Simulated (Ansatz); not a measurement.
Geometry relaxation of Ta$_{16}$H$_{3}$N$_{17}$ (part 1 of 5)

The run: geometry relaxation of Ta$_{16}$H$_{3}$N$_{17}$ (slab, 36 atoms in the cell). Method and program: DFT PBE, scalar-relativistic, plane waves, PAW, no spin polarisation (Ansatz 0.2.0).

The structure derives from an entry of the Crystallography Open Database. The input holds or restrains some coordinates. Forces given for the steps count only the free coordinates. It belongs to a series of runs on one base structure; here: 1 NH3 a cell, inverted, over a bridge N-Ta site. Figures and captions count atoms from 1; the log counts them from 0 in places.

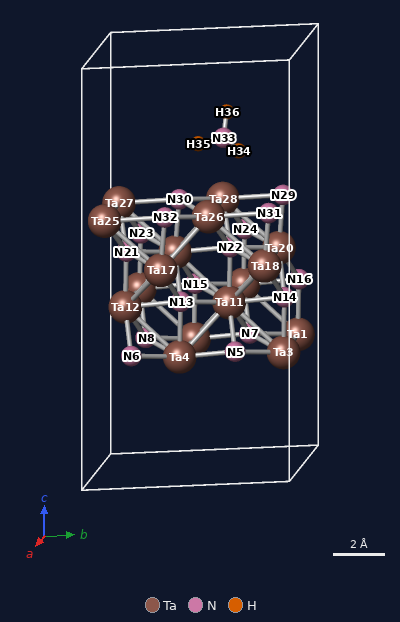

The structure as given in the input (ball-and-stick view of the cell of the calculation, with the vacuum cut short, seen slightly off an axis; atoms are numbered from 1 in the order of the input). An atom can appear more than once, as a periodic image.

Summary:

- outcome: converged under the restraints of the input
- electrons treated: 296
- free energy: −165512.8825 eV
- work function, top face: 2.07 eV
- work function, bottom face: 4.19 eV
- Fermi energy: 4.022 eV
- gap on the k-point mesh: none (metallic)
- final volume: 1170.47 Å³
- work function (upper face): 2.07 eV
- largest force (length of the vector) at the end, held atoms and coordinates included: 0.716 eV/Å
- hardware: 4 threads of Arm Neoverse V2, 24 GiB of memory available, shared host
- wall time: 20 min (CPU time 79 min)
- peak memory: 4.3 GiB

Remarks:

The program warns: the exchange-correlation potential is rough where the density is thin. Spin–orbit coupling is left out, which matters for Ta.

Input file:
```yaml
crystal:
  lattice:
    - [5.9003693593, 0.0, 0.0]
    - [-2.9501846797, 7.7265186178, 0.0]
    - [0.0, 0.0, 25.6741554068]
  atoms:
    - { symbol: Ta, position: [0.216119371, 0.9322387421, 0.3115973972] }
    - { symbol: Ta, position: [0.216119371, 0.4322387421, 0.3115973972] }
    - { symbol: Ta, position: [0.716119371, 0.9322387421, 0.3115973972] }
    - { symbol: Ta, position: [0.716119371, 0.4322387421, 0.3115973972] }
    - { symbol: "N", position: [0.8593432452, 0.7186864905, 0.3240380369] }
    - { symbol: "N", position: [0.8593432452, 0.2186864905, 0.3240380369] }
    - { symbol: "N", position: [0.3593432452, 0.7186864905, 0.3240380369] }
    - { symbol: "N", position: [0.3593432452, 0.2186864905, 0.3240380369] }
    - { symbol: Ta, position: [0.0754626162, 0.6509252325, 0.3862412352] }
    - { symbol: Ta, position: [0.0754626162, 0.1509252325, 0.3862412352] }
    - { symbol: Ta, position: [0.5754626162, 0.6509252325, 0.3862412352] }
    - { symbol: Ta, position: [0.5754626162, 0.1509252325, 0.3862412352] }
    - { symbol: "N", position: [0.7186864905, 0.437372981, 0.3986818749] }
    - { symbol: "N", position: [0.7186864905, 0.937372981, 0.3986818749] }
    - { symbol: "N", position: [0.2186864905, 0.437372981, 0.3986818749] }
    - { symbol: "N", position: [0.2186864905, 0.937372981, 0.3986818749] }
    - { symbol: Ta, position: [0.9357497844, 0.3713859987, 0.4615307379] }
    - { symbol: Ta, position: [0.9357497844, 0.8713859987, 0.4615307379] }
    - { symbol: Ta, position: [0.4357497844, 0.3713859987, 0.4615307379] }
    - { symbol: Ta, position: [0.4357497844, 0.8713859987, 0.4615307379] }
    - { symbol: "N", position: [0.5784585096, 0.1566958803, 0.4736199738] }
    - { symbol: "N", position: [0.5784585096, 0.6566958803, 0.4736199738] }
    - { symbol: "N", position: [0.0784585096, 0.1566958803, 0.4736199738] }
    - { symbol: "N", position: [0.0784585096, 0.6566958803, 0.4736199738] }
    - { symbol: Ta, position: [0.7905878716, 0.0810917293, 0.5348514536] }
    - { symbol: Ta, position: [0.7905878716, 0.5810917293, 0.5348514536] }
    - { symbol: Ta, position: [0.2905878716, 0.0810917293, 0.5348514536] }
    - { symbol: Ta, position: [0.2905878716, 0.5810917293, 0.5348514536] }
    - { symbol: "N", position: [0.4464326971, 0.8928079247, 0.5451280542] }
    - { symbol: "N", position: [0.4464326971, 0.3928079247, 0.5451280542] }
    - { symbol: "N", position: [0.9464326971, 0.8928079247, 0.5451280542] }
    - { symbol: "N", position: [0.9464326971, 0.3928079247, 0.5451280542] }
    - { symbol: "N", position: [-0.0515131187, 0.6757063522, 0.6668107328] }
    - { symbol: H, position: [-0.1314897156, 0.736949827, 0.6409442539] }
    - { symbol: H, position: [-0.1110562355, 0.5454561329, 0.6560060931] }
    - { symbol: H, position: [-0.1254703494, 0.6805369033, 0.7034779565] }
basis:
  ecutwfc: 420
kpoints:
  mp_grid: { grid: [4, 3, 1] }
hamiltonian:
  xc: pbe
scf:
  occupations: { method: gaussian, width: 0.1 }
output:
  forces: true
  eigenvalues: true
  write_density: true
  write_potential: true
  elf: true
  volumetric_format: npy
relax:
  adjacent_minimum: "off"
  f_tol: 0.04
  max_steps: 100
  constraints: [{ sites: [0, 1, 2, 3, 4, 5, 6, 7, 8, 9, 10, 11, 12, 13, 14, 15] }]
efield:
  axis: 3
  dipole_correction: true
  ramp_width: 0.04
```

Launch command:
```bash
ansatz run input.yaml --threads 4 --pin off --max-ram 10240MiB --backend cpu --events-out ev --progress --plain --runs-dir out
```

Log:
```
Engine: ansatz 0.2.0, aarch64-unknown-linux-gnu
Pseudopotentials: kind: paw
Pseudopotential: Ta, paw, valence charge 13, recommended cutoff 420 eV (normal), Ta.paw.azcp
Pseudopotential: N, paw, valence charge 5, recommended cutoff 420 eV (normal), N.paw.azcp
Pseudopotential: H, paw, valence charge 1, recommended cutoff 420 eV (normal), H.paw.azcp
Functional definition: PBE
  parameter kappa = 0.804
  parameter beta = 0.06672455060314922
  exchange = pbe_x(kappa = kappa, mu = beta*pi^2/3)
  correlation = pbe_c(beta = beta)
Crystal: 36 atoms, lattice volume = 1170.467 Å³
Basis set: ecut = 420 eV, 22853 PW (Γ), exchange–correlation on 80×120×360 points (8 copies of the dense FFT grid, shifted against one another)
Bands: 184, of which v1, the nominal top of the filled ones, is band 148 counted from 1 (147 counted from 0)
Symmetry: 1 space group operations
Space group: P1 (ITA 1), of the structure as read, at distance tolerance 1.1e-4 Å
k-points: 7 of 12 (time reversal used)
Non-local potential: Ta, projectors of the file, l = 0: 3, l = 1: 2, l = 2: 2, l = 3: 1
Non-local potential: N, projectors of the file, l = 0: 2, l = 1: 2, l = 2: 1
Non-local potential: H, projectors of the file, l = 0: 2, l = 1: 1
PAW form: soft (Blöchl's): semilocal exchange-correlation on the pseudo side does not see the compensation charge
PAW one-centre angular grid: Ta, 590 points (default); XC on 64 Gauss nodes
PAW one-centre angular grid: N, 110 points (default); XC on 64 Gauss nodes
PAW one-centre angular grid: H, 110 points (default); XC on 64 Gauss nodes
Initial density: superposition of atomic densities (neutral atoms: chi_scale 0, normalization atom), corrected by the library's trained network
Initial wavefunctions: pseudopotential atomic-orbital guess
Functional: x = pbe(κ = 0.804, μ = 0.2195149727645171), c = pbe(β = 0.06672455060314922)
SCF iter   1: F=—  HF=-165511.985315 eV  |F-HF|=—  |Δ(HF+E_count)|=         —  Δρ=6.77e-3  dr2=5.07e0  ethr=1.77e-3  p=0.001 e·Å  D=1.17e-4 V/Å  ΔV_dip=-0.00 eV  dr2_dipole=2.42e0  V_vac-E_F(+/−)=3.78/3.78 eV  ⟨swp⟩=8.1  Hψ=6503  notcnv=0  defer=17
efield: sawtooth ramp at fractional position 0.9875 (placed from the atoms, in the widest stretch of the axis that holds none; the zero of the levels goes with the place), width 0.0400; the density the first Hamiltonian is built on has a dipole p = 0.001 e·Å; the dipole correction subtracts the counter field D = 1.17e-4 V/Å, which shifts the + side's vacuum level by -0.00 eV against the − side's; the planar-averaged density in the ramp window peaks in size at 4.0e-5 e/Å³
preconditioner: auto → LDOS  [metal: Δε(μ)=0.004 eV  Ē_g=8.702 eV  σ=0.100 eV  W_gap=0.02  n_scr=182 (ndim 8)  ℏωp=14.1 eV  f_vac=0.599  D(μ)=20.06/eV (n_scr^D=114)  β→1.0]
SCF iter   2: F=—  HF=-165511.851699 eV  |F-HF|=—  |Δ(HF+E_count)|=   1.34e-1  Δρ=3.10e-3  dr2=4.28e-1  ethr=1.71e-3  p=0.164 e·Å  D=2.54e-2 V/Å  ΔV_dip=-0.65 eV  dr2_dipole=9.93e-2  V_vac-E_F(+/−)=3.48/4.13 eV  ⟨swp⟩=2.0  Hψ=1547  notcnv=0  defer=172
SCF iter   3: F=—  HF=-165511.871785 eV  |F-HF|=—  |Δ(HF+E_count)|=   2.01e-2  Δρ=2.06e-3  dr2=1.14e-1  ethr=1.45e-4  p=0.156 e·Å  D=2.42e-2 V/Å  ΔV_dip=-0.62 eV  dr2_dipole=1.31e-2  V_vac-E_F(+/−)=3.48/4.10 eV  ⟨swp⟩=2.3  Hψ=1856  notcnv=0  defer=185
SCF iter   4: F=—  HF=-165511.853195 eV  |F-HF|=—  |Δ(HF+E_count)|=   1.86e-2  Δρ=7.55e-4  dr2=2.17e-2  ethr=3.83e-5  p=0.182 e·Å  D=2.82e-2 V/Å  ΔV_dip=-0.72 eV  dr2_dipole=4.51e-3  V_vac-E_F(+/−)=3.44/4.16 eV  ⟨swp⟩=2.0  Hψ=2112  notcnv=0  defer=160
SCF iter   5: F=—  HF=-165511.852906 eV  |F-HF|=—  |Δ(HF+E_count)|=   2.89e-4  Δρ=3.72e-4  dr2=4.56e-3  ethr=7.35e-6  p=0.186 e·Å  D=2.88e-2 V/Å  ΔV_dip=-0.74 eV  dr2_dipole=8.90e-4  V_vac-E_F(+/−)=3.44/4.18 eV  ⟨swp⟩=2.7  Hψ=2035  notcnv=0  defer=160
SCF iter   6: F=—  HF=-165511.853076 eV  |F-HF|=—  |Δ(HF+E_count)|=   1.71e-4  Δρ=1.26e-4  dr2=3.77e-4  ethr=1.54e-6  p=0.192 e·Å  D=2.98e-2 V/Å  ΔV_dip=-0.76 eV  dr2_dipole=8.10e-7  V_vac-E_F(+/−)=3.42/4.19 eV  ⟨swp⟩=2.4  Hψ=1704  notcnv=0  defer=160
SCF iter   7: F=—  HF=-165511.853214 eV  |F-HF|=—  |Δ(HF+E_count)|=   1.38e-4  Δρ=5.99e-5  dr2=5.60e-5  ethr=1.27e-7  p=0.194 e·Å  D=2.99e-2 V/Å  ΔV_dip=-0.77 eV  dr2_dipole=1.78e-6  V_vac-E_F(+/−)=3.43/4.20 eV  ⟨swp⟩=2.7  Hψ=1843  notcnv=0  defer=160
SCF iter   8: F=-165511.853271 eV  HF=-165511.853259 eV  |F-HF|=1.15e-5  |Δ(HF+E_count)|=   4.54e-5  Δρ=2.48e-5  dr2=5.40e-6  ethr=1.35e-8  p=0.194 e·Å  D=3.00e-2 V/Å  ΔV_dip=-0.77 eV  dr2_dipole=1.71e-7  V_vac-E_F(+/−)=3.43/4.20 eV  ⟨swp⟩=28.0  Hψ=16668  notcnv=0
SCF 1 converged in 8 iterations: F = -165511.853271 eV  dr2 = 5.40e-6
  greatest PAW one-centre occupation: 0.999 electrons in one spin orbital (limit 2), on the Ta atom at site 25 (counted from 0), in its partial waves of l = 0
relax step   1: F+E_penalty+E_count = -165511.85327092 eV  Δ(F+E_penalty+E_count) = +0.000e0 eV  max|allowed force component| = 7.977e-1 eV/Å  Δτ_max = 0.0000 Å  (8 SCF iters, dr2 threshold 4.00e-5 eV, accepted)
Initial density: handed on by an earlier stage of this run
Initial wavefunctions: those handed on with the density
iter 1 solved again at ethr=3.53e-5 eV; its pass at ethr=3.10e-3 eV (dr2=1.04e-1 eV) is discarded
SCF iter   1: F=—  HF=-165511.893807 eV  |F-HF|=—  |Δ(HF+E_count)|=         —  Δρ=4.49e-3  dr2=1.05e-1  ethr=3.53e-5  p=0.194 e·Å  D=3.00e-2 V/Å  ΔV_dip=-0.77 eV  dr2_dipole=5.08e-4  V_vac-E_F(+/−)=3.43/4.20 eV  ⟨swp⟩=2.0  Hψ=4918  notcnv=0  defer=33
efield: sawtooth ramp at fractional position 0.9875 (handed on by an earlier solve), width 0.0400; the density the first Hamiltonian is built on has a dipole p = 0.194 e·Å; the dipole correction subtracts the counter field D = 3.00e-2 V/Å, which shifts the + side's vacuum level by -0.77 eV against the − side's; the planar-averaged density in the ramp window peaks in size at 3.9e-6 e/Å³
preconditioner: auto → LDOS  [metal: Δε(μ)=0.012 eV  Ē_g=8.723 eV  σ=0.100 eV  W_gap=0.07  n_scr=182 (ndim 8)  ℏωp=14.1 eV  f_vac=0.597  D(μ)=24.25/eV (n_scr^D=150)  β→1.0]
SCF iter   2: F=—  HF=-165511.895537 eV  |F-HF|=—  |Δ(HF+E_count)|=   1.73e-3  Δρ=1.60e-3  dr2=3.51e-2  ethr=3.53e-5  p=0.139 e·Å  D=2.14e-2 V/Å  ΔV_dip=-0.55 eV  dr2_dipole=5.09e-6  V_vac-E_F(+/−)=3.65/4.20 eV  ⟨swp⟩=4.0  Hψ=2384  notcnv=0  defer=33
SCF iter   3: F=—  HF=-165511.882684 eV  |F-HF|=—  |Δ(HF+E_count)|=   1.29e-2  Δρ=4.98e-4  dr2=2.71e-3  ethr=1.19e-5  p=0.158 e·Å  D=2.45e-2 V/Å  ΔV_dip=-0.63 eV  dr2_dipole=4.65e-6  V_vac-E_F(+/−)=3.57/4.20 eV  ⟨swp⟩=3.0  Hψ=2484  notcnv=0  defer=39
SCF iter   4: F=—  HF=-165511.882193 eV  |F-HF|=—  |Δ(HF+E_count)|=   4.91e-4  Δρ=1.79e-4  dr2=3.79e-4  ethr=9.15e-7  p=0.159 e·Å  D=2.46e-2 V/Å  ΔV_dip=-0.63 eV  dr2_dipole=5.37e-6  V_vac-E_F(+/−)=3.57/4.20 eV  ⟨swp⟩=3.0  Hψ=2205  notcnv=0  defer=38
SCF iter   5: F=-165511.882117 eV  HF=-165511.882114 eV  |F-HF|=2.89e-6  |Δ(HF+E_count)|=   7.83e-5  Δρ=3.22e-5  dr2=1.73e-5  ethr=1.34e-8  p=0.157 e·Å  D=2.43e-2 V/Å  ΔV_dip=-0.62 eV  dr2_dipole=5.28e-7  V_vac-E_F(+/−)=3.57/4.20 eV  ⟨swp⟩=24.1  Hψ=15462  notcnv=0
SCF 2 converged in 5 iterations: F = -165511.882117 eV  dr2 = 1.73e-5
relax step   2: F+E_penalty+E_count = -165511.88211721 eV  Δ(F+E_penalty+E_count) = -2.885e-2 eV  max|allowed force component| = 6.443e-1 eV/Å  Δτ_max = 0.1948 Å  (5 SCF iters, dr2 threshold 3.98e-5 eV, accepted)
[... from here on the SCF iterations and repeated set-up lines of each step are left out, up to the last step ...]
SCF 3 converged in 5 iterations: F = -165511.882676 eV  dr2 = 5.32e-6
relax step   3: F+E_penalty+E_count = -165511.88267609 eV  Δ(F+E_penalty+E_count) = -5.589e-4 eV  max|allowed force component| = 9.851e-1 eV/Å  Δτ_max = 0.1948 Å  (5 SCF iters, dr2 threshold 2.59e-5 eV, accepted)
SCF 4 converged in 5 iterations: F = -165511.934116 eV  dr2 = 1.74e-5
relax step   4: F+E_penalty+E_count = -165511.93411612 eV  Δ(F+E_penalty+E_count) = -5.144e-2 eV  max|allowed force component| = 1.569e-1 eV/Å  Δτ_max = 0.2000 Å  (5 SCF iters, dr2 threshold 1.00e-4 eV, accepted)
SCF 5 converged in 8 iterations: F = -165511.954225 eV  dr2 = 2.65e-8
relax step   5: F+E_penalty+E_count = -165511.95422514 eV  Δ(F+E_penalty+E_count) = -2.011e-2 eV  max|allowed force component| = 1.576e-1 eV/Å  Δτ_max = 0.2000 Å  (8 SCF iters, accepted)
SCF 6 converged in 8 iterations: F = -165511.968331 eV  dr2 = 9.89e-9
relax step   6: F+E_penalty+E_count = -165511.96833139 eV  Δ(F+E_penalty+E_count) = -1.411e-2 eV  max|allowed force component| = 4.576e-1 eV/Å  Δτ_max = 0.1951 Å  (8 SCF iters, accepted)
SCF 7 converged in 5 iterations: F = -165511.991432 eV  dr2 = 3.65e-6
relax step   7: F+E_penalty+E_count = -165511.99143166 eV  Δ(F+E_penalty+E_count) = -2.310e-2 eV  max|allowed force component| = 3.784e-1 eV/Å  Δτ_max = 0.1932 Å  (5 SCF iters, dr2 threshold 1.00e-4 eV, accepted)
SCF 8 converged in 5 iterations: F = -165512.026968 eV  dr2 = 9.73e-6
relax step   8: F+E_penalty+E_count = -165512.02696778 eV  Δ(F+E_penalty+E_count) = -3.554e-2 eV  max|allowed force component| = 2.847e-1 eV/Å  Δτ_max = 0.1996 Å  (5 SCF iters, dr2 threshold 9.79e-5 eV, accepted)
SCF 9 converged in 5 iterations: F = -165512.063383 eV  dr2 = 7.35e-6
relax step   9: F+E_penalty+E_count = -165512.06338313 eV  Δ(F+E_penalty+E_count) = -3.642e-2 eV  max|allowed force component| = 4.376e-1 eV/Å  Δτ_max = 0.1953 Å  (5 SCF iters, dr2 threshold 4.59e-5 eV, accepted)
SCF 10 converged in 5 iterations: F = -165512.102596 eV  dr2 = 8.93e-6
relax step  10: F+E_penalty+E_count = -165512.10259584 eV  Δ(F+E_penalty+E_count) = -3.921e-2 eV  max|allowed force component| = 5.484e-1 eV/Å  Δτ_max = 0.1953 Å  (5 SCF iters, dr2 threshold 1.00e-4 eV, accepted)
SCF 11 converged in 5 iterations: F = -165512.158674 eV  dr2 = 2.72e-5
relax step  11: F+E_penalty+E_count = -165512.15867448 eV  Δ(F+E_penalty+E_count) = -5.608e-2 eV  max|allowed force component| = 7.426e-1 eV/Å  Δτ_max = 0.1951 Å  (5 SCF iters, dr2 threshold 1.00e-4 eV, accepted)
SCF 12 converged in 6 iterations: F = -165512.237070 eV  dr2 = 8.61e-6
relax step  12: F+E_penalty+E_count = -165512.23706981 eV  Δ(F+E_penalty+E_count) = -7.840e-2 eV  max|allowed force component| = 1.181e0 eV/Å  Δτ_max = 0.1955 Å  (6 SCF iters, dr2 threshold 1.00e-4 eV, accepted)
SCF 13 converged in 5 iterations: F = -165512.395875 eV  dr2 = 8.02e-5
relax step  13: F+E_penalty+E_count = -165512.39587458 eV  Δ(F+E_penalty+E_count) = -1.588e-1 eV  max|allowed force component| = 1.621e0 eV/Å  Δτ_max = 0.1947 Å  (5 SCF iters, dr2 threshold 1.00e-4 eV, accepted)
SCF 14 converged in 6 iterations: F = -165512.623121 eV  dr2 = 2.80e-5
relax step  14: F+E_penalty+E_count = -165512.62312140 eV  Δ(F+E_penalty+E_count) = -2.272e-1 eV  max|allowed force component| = 1.921e0 eV/Å  Δτ_max = 0.1958 Å  (6 SCF iters, dr2 threshold 1.00e-4 eV, accepted)
SCF 15 converged in 5 iterations: F = -165512.785494 eV  dr2 = 6.49e-5
relax step  15: F+E_penalty+E_count = -165512.78549420 eV  Δ(F+E_penalty+E_count) = -1.624e-1 eV  max|allowed force component| = 1.734e0 eV/Å  Δτ_max = 0.1944 Å  (5 SCF iters, dr2 threshold 1.00e-4 eV, accepted)
SCF 16 converged in 5 iterations: F = -165512.869135 eV  dr2 = 6.47e-5
relax step  16: F+E_penalty+E_count = -165512.86913531 eV  Δ(F+E_penalty+E_count) = -8.364e-2 eV  max|allowed force component| = 4.721e-1 eV/Å  Δτ_max = 0.2000 Å  (5 SCF iters, dr2 threshold 1.00e-4 eV, accepted)
SCF 17 converged in 5 iterations: F = -165512.876685 eV  dr2 = 1.16e-5
relax step  17: F+E_penalty+E_count = -165512.87668499 eV  Δ(F+E_penalty+E_count) = -7.550e-3 eV  max|allowed force component| = 1.569e-1 eV/Å  Δτ_max = 0.2000 Å  (5 SCF iters, dr2 threshold 1.65e-5 eV, accepted)
SCF 18 converged in 6 iterations: F = -165512.882484 eV  dr2 = 7.15e-7
relax step  18: F+E_penalty+E_count = -165512.88248366 eV  Δ(F+E_penalty+E_count) = -5.799e-3 eV  max|allowed force component| = 2.778e-2 eV/Å  Δτ_max = 0.0462 Å  (6 SCF iters, dr2 threshold 1.83e-6 eV, accepted)
iter 1 solved again at ethr=2.15e-10 eV; its pass at ethr=3.10e-3 eV (dr2=6.36e-7 eV) is discarded
SCF iter   1: F=—  HF=-165512.882297 eV  |F-HF|=—  |Δ(HF+E_count)|=         —  Δρ=4.28e-6  dr2=6.35e-7  ethr=2.15e-10  p=0.535 e·Å  D=8.27e-2 V/Å  ΔV_dip=-2.12 eV  dr2_dipole=1.27e-7  V_vac-E_F(+/−)=2.07/4.19 eV  ⟨swp⟩=1.0  Hψ=3024  notcnv=0
efield: sawtooth ramp at fractional position 0.9875 (handed on by an earlier solve), width 0.0400; the density the first Hamiltonian is built on has a dipole p = 0.535 e·Å; the dipole correction subtracts the counter field D = 8.27e-2 V/Å, which shifts the + side's vacuum level by -2.12 eV against the − side's; the planar-averaged density in the ramp window peaks in size at 2.5e-6 e/Å³
preconditioner: auto → LDOS  [metal: Δε(μ)=0.045 eV  Ē_g=8.775 eV  σ=0.100 eV  W_gap=0.25  n_scr=182 (ndim 8)  ℏωp=14.1 eV  f_vac=0.602  D(μ)=23.21/eV (n_scr^D=142)  β→1.0]
SCF iter   2: F=—  HF=-165512.882484 eV  |F-HF|=—  |Δ(HF+E_count)|=   1.88e-4  Δρ=4.48e-6  dr2=3.97e-7  ethr=2.15e-10  p=0.535 e·Å  D=8.27e-2 V/Å  ΔV_dip=-2.12 eV  dr2_dipole=7.67e-8  V_vac-E_F(+/−)=2.07/4.19 eV  ⟨swp⟩=3.0  Hψ=2373  notcnv=0
SCF iter   3: F=—  HF=-165512.882484 eV  |F-HF|=—  |Δ(HF+E_count)|=   1.88e-8  Δρ=1.48e-6  dr2=1.03e-7  ethr=1.34e-10  p=0.535 e·Å  D=8.27e-2 V/Å  ΔV_dip=-2.12 eV  dr2_dipole=3.70e-8  V_vac-E_F(+/−)=2.07/4.19 eV  ⟨swp⟩=2.0  Hψ=1733  notcnv=0
SCF iter   4: F=-165512.882484 eV  HF=-165512.882484 eV  |F-HF|=9.05e-9  |Δ(HF+E_count)|=   1.25e-8  Δρ=1.11e-6  dr2=1.55e-8  ethr=3.38e-11  p=0.535 e·Å  D=8.27e-2 V/Å  ΔV_dip=-2.12 eV  dr2_dipole=1.58e-10  V_vac-E_F(+/−)=2.07/4.19 eV  ⟨swp⟩=18.0  Hψ=10206  notcnv=0
SCF 19 converged in 4 iterations: F = -165512.882484 eV  dr2 = 1.55e-8
relax step  19: F+E_penalty+E_count = -165512.88248442 eV  Δ(F+E_penalty+E_count) = -7.543e-7 eV  max|allowed force component| = 2.796e-2 eV/Å  Δτ_max = 0.0000 Å  (4 SCF iters, accepted)
```

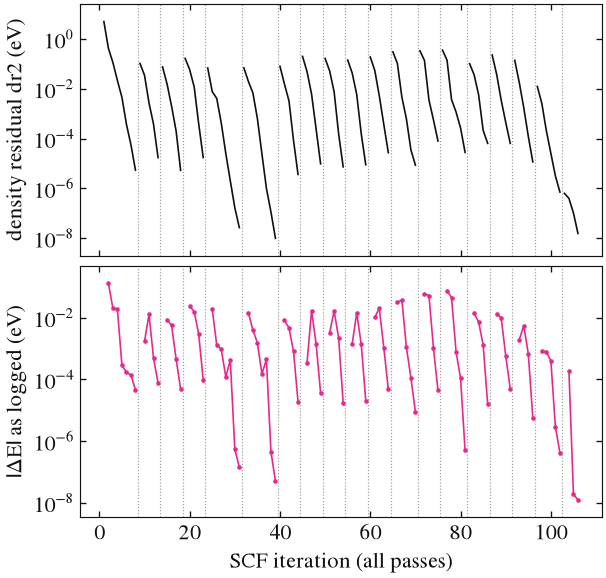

Convergence of the self-consistent field: density residual dr2 and size of the energy change against the SCF iteration. The dotted lines part the SCF passes of the relaxation: geometry steps, rejected trials and re-solves on a re-selected basis. The 19 passes take 4 to 8 iterations each, 106 in all.

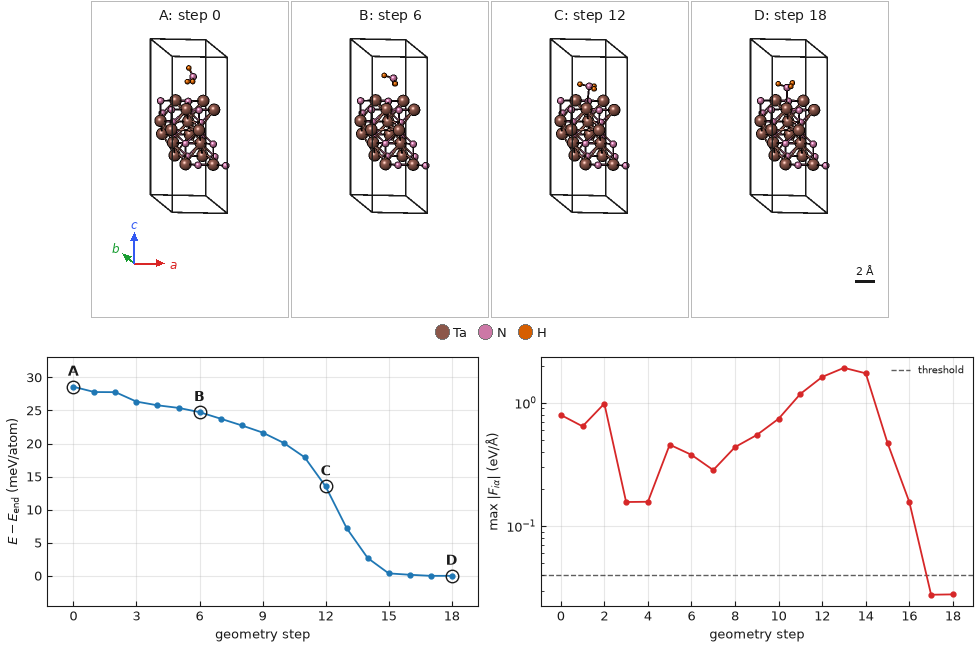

Frames of the restrained relaxation (ball-and-stick view of the cell of the calculation, with the vacuum cut short (origin shifted), seen slightly off an axis) above the curves, on which the letters mark them (the first geometry is step 0 here and step 1 in the log).
